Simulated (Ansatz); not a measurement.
System: Hf4H3.

```
CELL_PARAMETERS angstrom
4.59735 0.00000 0.00000
0.00000 4.59735 0.00000
0.00000 0.00000 4.68955
ATOMIC_POSITIONS crystal
Hf 0.25614 0.25614 0.26073
Hf 0.74386 0.74386 0.26073
Hf 0.74386 0.25614 0.73927
Hf 0.25614 0.74386 0.73927
H 0.00000 0.00000 0.00000
H 0.00000 0.00000 0.50000
H 0.50000 0.50000 0.00000
```

Space group P-42m; a generated structure, not necessarily the stable one.

All numbers below come from DFT PBE, spin-orbit coupling, plane waves, PAW (Ansatz 0.2.0).

What can the converged valence pseudo-density and electron localisation function tell about the bonding?

Hf–H (2.00 Å): ρ at the midpoint is about 0.7 e/Å³; the ELF climbs to about 1 towards the hydrogen.
Hf–Hf (3.17 Å): ρ at the midpoint is about 0.21 e/Å³; the ELF is about 0.25 at the midpoint; no localised pair shows between them.
Hf–H (2.07 Å): ρ at the midpoint is about 0.61 e/Å³; the ELF climbs to about 1 towards the hydrogen.
Hf–Hf (3.33 Å): the density is about 0.18 e/Å³ at the midpoint; the ELF is about 0.20 at the midpoint: no localised pair shows between them.
The ELF has a maximum of about 0.85 in the space between the atoms, 1.9 Å from four Hf atoms, on no atom or two-centre bond.

Does the calculation make it a metal, or give it a gap?

It is gapless in this calculation (a metal or semimetal).

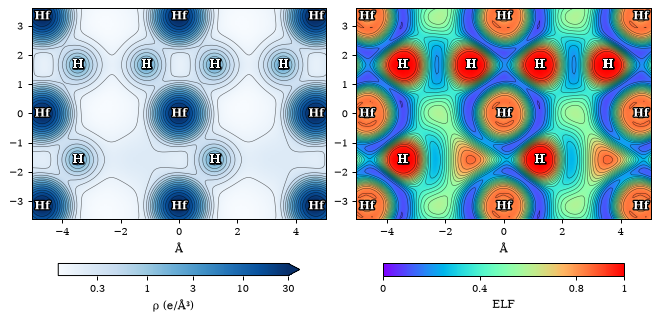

Computed valence pseudo-density and electron localisation function on the (110) plane of the conventional cell, in this order. 

Core electrons are frozen (PAW), and the valence fields are smoothed inside the atomic spheres.
